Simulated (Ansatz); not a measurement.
# Two runs on AlNi$_{3}$

System: AlNi$_{3}$ (Pm-3m, 4 atoms in the cell).
Method of run 1: DFT PBEsol, scalar-relativistic, plane waves, PAW, spin-polarised (Ansatz 0.2.0).

The structure derives from a Materials Project entry. Text and figures count atoms from 1; the logs count them from 0 in places.

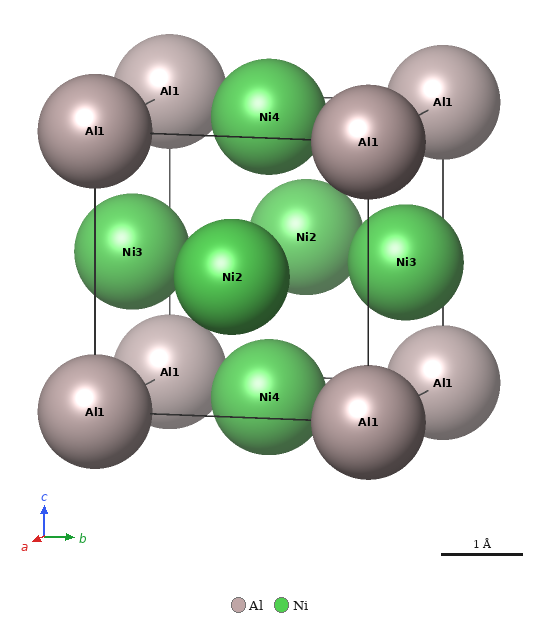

The structure (spheres-only view of the cell of the calculation, seen slightly off an axis; atoms are numbered from 1 in the order of the input). An atom can appear more than once, as a periodic image.

### The input, run 1
```yaml
crystal:
  lattice:
    - [3.5230547267, 0.0, 0.0]
    - [0.0, 3.5230547267, 0.0]
    - [0.0, 0.0, 3.5230547267]
  atoms:
    - { symbol: Al, position: [0.0, 0.0, 0.0] }
    - { symbol: Ni, position: [0.0, 0.5, 0.5], spin: 0.28 }
    - { symbol: Ni, position: [0.5, 0.0, 0.5], spin: 0.28 }
    - { symbol: Ni, position: [0.5, 0.5, 0.0], spin: 0.28 }
basis:
  ecutwfc: 420
kpoints:
  mp_grid: { grid: [12, 12, 12] }
hamiltonian:
  xc: pbesol
scf:
  occupations: { method: gaussian, width: 0.1 }
output:
  forces: true
  stress: true
  eigenvalues: true
  populations: true
magnetization:
  spin_polarized: true
```

Command:
```bash
ansatz run input.yaml --threads 1 --pin off --max-ram 2560MiB --backend cpu --events-out ev --progress --plain --runs-dir out
```

Hardware: 1 thread of Arm Neoverse V1, 24 GiB of memory available, shared host.

### Output, shortened to warnings, some set-up lines, iterations and results (run 1)
```
Basis set: ecut = 420 eV, 847 PW (Γ), exchange–correlation on 48×48×48 points (8 copies of the dense FFT grid, shifted against one another)
Symmetry: 48 space group operations
k-points: 84 of 1728
Initial density: superposition of atomic densities (chi_scale 0.1, normalization cell)
[...]
SCF iter   1: F=—  HF=-17938.755926 eV  |F-HF|=—  |Δ(HF+E_count)|=         —  Δρ=5.92e-2 (↑5.92e-2 ↓5.15e-2)  dr2=2.89e0  dr2_m=2.72e-2  M=0.530 μB ∫|m|=0.639 μB  β_m=0.30  …
SCF iter   2: F=—  HF=-17937.828792 eV  |F-HF|=—  |Δ(HF+E_count)|=   9.27e-1  Δρ=2.50e-2 (↑2.50e-2 ↓1.89e-2)  dr2=3.64e-1  dr2_m=5.29e-2  M=0.835 μB ∫|m|=0.953 μB  β_m=0.28  …
SCF iter   3: F=—  HF=-17938.869586 eV  |F-HF|=—  |Δ(HF+E_count)|=    1.04e0  Δρ=2.19e-2 (↑2.19e-2 ↓1.48e-2)  dr2=3.56e-1  dr2_m=3.55e-2  M=0.839 μB ∫|m|=0.968 μB  β_m=0.55  …
SCF iter   4: F=—  HF=-17940.866918 eV  |F-HF|=—  |Δ(HF+E_count)|=    2.00e0  Δρ=2.20e-2 (↑2.06e-2 ↓2.20e-2)  dr2=6.94e-1  dr2_m=1.00e-3  M=0.741 μB ∫|m|=0.891 μB  β_m=0.82  …
SCF iter   5: F=—  HF=-17941.233584 eV  |F-HF|=—  |Δ(HF+E_count)|=   3.67e-1  Δρ=1.15e-2 (↑1.15e-2 ↓4.08e-3)  dr2=1.26e-1  dr2_m=9.19e-3  M=0.668 μB ∫|m|=0.810 μB  β_m=0.80  …
SCF iter   6: F=—  HF=-17941.247684 eV  |F-HF|=—  |Δ(HF+E_count)|=   1.41e-2  Δρ=1.02e-2 (↑2.26e-3 ↓1.02e-2)  dr2=2.09e-2  dr2_m=1.26e-2  M=0.644 μB ∫|m|=0.785 μB  β_m=0.90  …
SCF iter   7: F=—  HF=-17941.252505 eV  |F-HF|=—  |Δ(HF+E_count)|=   4.82e-3  Δρ=3.06e-3 (↑3.06e-3 ↓2.65e-3)  dr2=8.32e-3  dr2_m=2.93e-5  M=0.692 μB ∫|m|=0.854 μB  β_m=0.95  …
SCF iter   8: F=—  HF=-17941.252843 eV  |F-HF|=—  |Δ(HF+E_count)|=   3.38e-4  Δρ=1.66e-3 (↑1.66e-3 ↓2.50e-4)  dr2=7.76e-4  dr2_m=3.04e-4  M=0.696 μB ∫|m|=0.863 μB  β_m=0.98  …
SCF iter   9: F=—  HF=-17941.252875 eV  |F-HF|=—  |Δ(HF+E_count)|=   3.23e-5  Δρ=3.61e-4 (↑3.61e-4 ↓1.95e-4)  dr2=1.04e-5  dr2_m=3.06e-5  M=0.692 μB ∫|m|=0.857 μB  β_m=0.99  …
SCF iter  10: F=—  HF=-17941.252874 eV  |F-HF|=—  |Δ(HF+E_count)|=   1.31e-6  Δρ=3.66e-5 (↑8.90e-6 ↓3.66e-5)  dr2=6.12e-7  dr2_m=8.00e-8  M=0.691 μB ∫|m|=0.855 μB  β_m=0.99  …
SCF iter  11: F=—  HF=-17941.252874 eV  |F-HF|=—  |Δ(HF+E_count)|=   5.03e-8  Δρ=2.05e-6 (↑2.05e-6 ↓1.17e-6)  dr2=1.48e-9  dr2_m=6.76e-10  M=0.691 μB ∫|m|=0.855 μB  β_m=0.97  …
SCF iter  12: F=-17941.252874 eV  HF=-17941.252874 eV  |F-HF|=2.55e-11  |Δ(HF+E_count)|=  4.37e-11  Δρ=4.39e-7 (↑3.28e-7 ↓4.39e-7)  dr2=1.12e-10  dr2_m=2.77e-11  M=0.691 μB …
SCF 1 converged in 12 iterations: F = -17941.252874 eV  dr2 = 1.12e-10
SCF converged after 12 iterations
Magnetization: 0.6909 μB (28.8455 up, 28.1545 down)
Absolute magnetization: 0.8552 μB (∫|ρ↑−ρ↓|, with the PAW one-centre terms)
Spin contamination: 0.0080 ħ² per cell (⟨S²⟩ above its minimum at these occupations)
Per-site moments (μB) at R_I (Å): [(-0.015345409629013358, 1.0276100536931165), (0.2545989869638214, 1.0276100536931165), (0.25459898696382116, 1.0276100536931165), (0.25459898696382105, 1.0276100536931165)]
Free energy (F): -17941.252874 eV
Harris-Foulkes:  -17941.252874 eV  (|F-HF|=2.55e-11)
Internal energy: -17941.236115 eV  (E = F + TS)
E sigma→0 (E₀):  -17941.244494 eV
Entropy (-TS):   -0.016759 eV (-4.190 meV/atom)
Fermi energy:    16.308246 eV
--- Per-component energies (eV) ---
  E_band       = -905.502807
  E_kinetic    = 879.934311
  E_local      = -11865.354717  (includes V_loc(G=0)·N_el)
  E_nonlocal   = 1919.673024
  E_hartree    = 5049.338868
  E_xc         = -296.239029
  E_vxc        = -361.595815  (∫ρ·V_xc dr)
  E_paw        = -5241.021660  (= ΣΔE_a)
  E_vpaw       = -1576.839001  (= ΣTr[D̂ρ^β])
  E_aug_tail   = 0.001624  (compensation charges beyond the density's cutoff)
  E_ewald      = -8388.179542
  E_core_change = 0.611006  (= ΣΔE_core)
  E_smearing   = -0.016759  (= −TS)
  E_closure    = -0.000000  (closes the sum)
  Σ components = -17941.252874   (vs F -17941.252874, Δ=0.00e0)
--- Forces (eV/Å), atoms counted from 1 ---
  atom   1  Al    -0.00000000     0.00000000     0.00000000
  atom   2  Ni     0.00000000    -0.00000000     0.00000000
  atom   3  Ni     0.00000000    -0.00000000     0.00000000
  atom   4  Ni     0.00000000    -0.00000000     0.00000000
  max |Σ_I F_I| component: 3.31e-28 eV/Å
--- Stress (GPa, compression-positive) ---
       -0.678648       0.000000       0.000000
        0.000000      -0.678648       0.000000
        0.000000       0.000000      -0.678648
  P = ⅓ Tr σ = -0.6786 GPa (-6.786 kbar)
--- Löwdin populations: 4 sites ---
  site symbol       q [e]    m [muB]
     0     Al      3.5417    -0.0400
     1     Ni     17.6269     0.2519
     2     Ni     17.6269     0.2519
     3     Ni     17.6269     0.2519
  spilling = 0.010134 (of n_electrons = 57.000000)
```

The input of run 2 differs as follows (lines with − go, lines with + come):
```diff
-    - [3.5230547267, 0.0, 0.0]
-    - [0.0, 3.5230547267, 0.0]
-    - [0.0, 0.0, 3.5230547267]
+    - [3.4101838655, 0.0, 0.0]
+    - [0.0, 3.4101838655, 0.0]
+    - [0.0, 0.0, 3.4101838655]
```

How does run 2 compare with run 1?

With the same functional and potentials, run 2 lies 66.7 meV per atom higher. The net moment of the cell goes from 0.69 to 0.57 μB. The pressure goes from −0.68 to 23.79 GPa. The volume per atom goes from 10.93 to 9.91 Å³. The SCF takes 14 iterations against 12. The plane waves at Γ go from 847 to 751.

### Output, shortened to warnings, some set-up lines, iterations and results (run 2)
```
Basis set: ecut = 420 eV, 751 PW (Γ), exchange–correlation on 48×48×48 points (8 copies of the dense FFT grid, shifted against one another)
Symmetry: 48 space group operations
k-points: 84 of 1728
Initial density: superposition of atomic densities (chi_scale 0.1, normalization cell)
[...]
SCF iter   1: F=—  HF=-17938.479692 eV  |F-HF|=—  |Δ(HF+E_count)|=         —  Δρ=8.60e-2 (↑8.60e-2 ↓5.94e-2)  dr2=4.58e0  dr2_m=1.05e-1  M=0.351 μB ∫|m|=0.431 μB  β_m=0.30  …
SCF iter   2: F=—  HF=-17936.919933 eV  |F-HF|=—  |Δ(HF+E_count)|=    1.56e0  Δρ=2.20e-2 (↑1.79e-2 ↓2.20e-2)  dr2=2.83e-1  dr2_m=6.16e-3  M=0.585 μB ∫|m|=0.667 μB  β_m=0.29  …
SCF iter   3: F=—  HF=-17938.217813 eV  |F-HF|=—  |Δ(HF+E_count)|=    1.30e0  Δρ=1.84e-2 (↑1.84e-2 ↓1.71e-2)  dr2=3.18e-1  dr2_m=8.21e-3  M=0.634 μB ∫|m|=0.728 μB  β_m=0.65  …
SCF iter   4: F=—  HF=-17940.706218 eV  |F-HF|=—  |Δ(HF+E_count)|=    2.49e0  Δρ=2.76e-2 (↑2.65e-2 ↓2.76e-2)  dr2=9.23e-1  dr2_m=8.43e-4  M=0.611 μB ∫|m|=0.729 μB  β_m=0.37  …
SCF iter   5: F=—  HF=-17940.014128 eV  |F-HF|=—  |Δ(HF+E_count)|=   6.92e-1  Δρ=1.14e-2 (↑1.14e-2 ↓9.73e-3)  dr2=1.25e-1  dr2_m=1.13e-2  M=0.640 μB ∫|m|=0.734 μB  β_m=0.58  …
[... 5 lines ...]
SCF iter  11: F=—  HF=-17940.986246 eV  |F-HF|=—  |Δ(HF+E_count)|=   6.31e-6  Δρ=3.25e-5 (↑3.25e-5 ↓2.29e-5)  dr2=3.42e-8  dr2_m=2.77e-7  M=0.568 μB ∫|m|=0.692 μB  β_m=0.99  …
SCF iter  12: F=—  HF=-17940.986246 eV  |F-HF|=—  |Δ(HF+E_count)|=   6.92e-9  Δρ=3.07e-5 (↑2.03e-5 ↓3.07e-5)  dr2=6.68e-7  dr2_m=1.15e-8  M=0.569 μB ∫|m|=0.692 μB  β_m=0.99  …
SCF iter  13: F=—  HF=-17940.986246 eV  |F-HF|=—  |Δ(HF+E_count)|=   1.30e-8  Δρ=1.86e-6 (↑1.51e-6 ↓1.86e-6)  dr2=3.50e-9  dr2_m=4.01e-11  M=0.569 μB ∫|m|=0.692 μB  β_m=0.98  …
SCF iter  14: F=-17940.986246 eV  HF=-17940.986246 eV  |F-HF|=1.73e-9  |Δ(HF+E_count)|=   7.07e-9  Δρ=2.02e-6 (↑1.02e-6 ↓2.02e-6)  dr2=2.26e-9  dr2_m=1.01e-10  M=0.569 μB …
SCF 1 converged in 14 iterations: F = -17940.986246 eV  dr2 = 2.26e-9
SCF converged after 14 iterations
Magnetization: 0.5686 μB (28.7843 up, 28.2157 down)
Absolute magnetization: 0.6928 μB (∫|ρ↑−ρ↓|, with the PAW one-centre terms)
Spin contamination: 0.0059 ħ² per cell (⟨S²⟩ above its minimum at these occupations)
Per-site moments (μB) at R_I (Å): [(-0.011747991921325371, 0.9946877062600514), (0.20815459252276308, 0.9946877062600514), (0.20815459252276317, 0.9946877062600514), (0.208154592522763, 0.9946877062600514)]
Free energy (F): -17940.986246 eV
Harris-Foulkes:  -17940.986246 eV  (|F-HF|=1.73e-9)
Internal energy: -17940.968223 eV  (E = F + TS)
E sigma→0 (E₀):  -17940.977234 eV
Entropy (-TS):   -0.018024 eV (-4.506 meV/atom)
Fermi energy:    18.390304 eV
--- Per-component energies (eV) ---
  E_band       = -800.516832
  E_kinetic    = 888.927905
  E_local      = -11418.743056  (includes V_loc(G=0)·N_el)
  E_nonlocal   = 1917.954147
  E_hartree    = 4875.563422
  E_xc         = -300.406391
  E_vxc        = -367.061645  (∫ρ·V_xc dr)
  E_paw        = -5239.064173  (= ΣΔE_a)
  E_vpaw       = -1572.729540  (= ΣTr[D̂ρ^β])
  E_aug_tail   = 0.001891  (compensation charges beyond the density's cutoff)
  E_ewald      = -8665.812973
  E_core_change = 0.611006  (= ΣΔE_core)
  E_smearing   = -0.018024  (= −TS)
  E_closure    = 0.000000  (closes the sum)
  Σ components = -17940.986246   (vs F -17940.986246, Δ=0.00e0)
--- Forces (eV/Å), atoms counted from 1 ---
  atom   1  Al    -0.00000000    -0.00000000    -0.00000000
  atom   2  Ni     0.00000000     0.00000000     0.00000000
  atom   3  Ni     0.00000000    -0.00000000     0.00000000
  atom   4  Ni     0.00000000    -0.00000000     0.00000000
  max |Σ_I F_I| component: 2.51e-28 eV/Å
--- Stress (GPa, compression-positive) ---
       23.786868       0.000000       0.000000
        0.000000      23.786868       0.000000
        0.000000       0.000000      23.786868
  P = ⅓ Tr σ = 23.7869 GPa (237.869 kbar)
--- Löwdin populations: 4 sites ---
  site symbol       q [e]    m [muB]
     0     Al      3.5146    -0.0308
     1     Ni     17.6374     0.2061
     2     Ni     17.6374     0.2061
     3     Ni     17.6374     0.2061
  spilling = 0.010057 (of n_electrons = 57.000000)
```

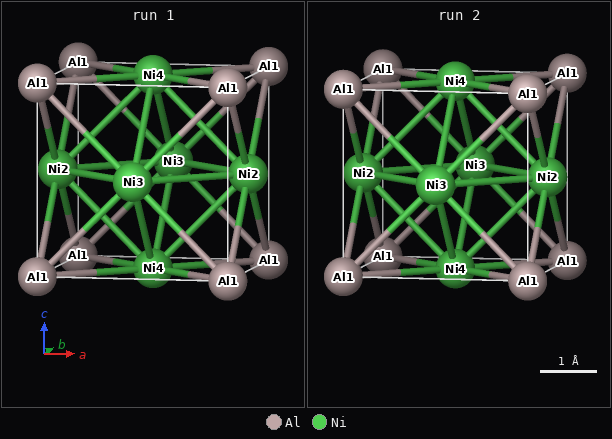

The two input geometries at one scale (ball-and-stick view of the cell of the calculation, seen slightly off an axis). The atoms keep their places relative to the cell (all moves are under 0.005 Å). The volume changes by −9.3 %, with a = b = c 3.523 → 3.410 Å (−3.2 %). Among the contacts that change: Al1–Ni2 2.491 → 2.411 Å, Ni2–Ni3 2.491 → 2.411 Å.

### The two runs side by side

```tsv
quantity	run 1	run 2
outcome	converged	converged
free energy per atom (eV)	−4485.3132	−4485.2466
energy per atom, smearing taken to zero (eV)	−4485.3111	−4485.2443
gap on the mesh (eV)	0.00	0.00
net moment of the cell (μB)	0.69	0.57
absolute moment of the cell (μB)	0.86	0.69
pressure (GPa)	−0.68	23.79
volume per atom (Å³)	10.93	9.91
largest force (eV/Å)	0.000	0.000
SCF iterations	12	14
irreducible k-points	84	84
plane waves at Γ	847	751
wall time (shared host)	23 s	24 s
```

For run 2: The cell is under a pressure of 24 GPa at this level, so it is not at its equilibrium volume.
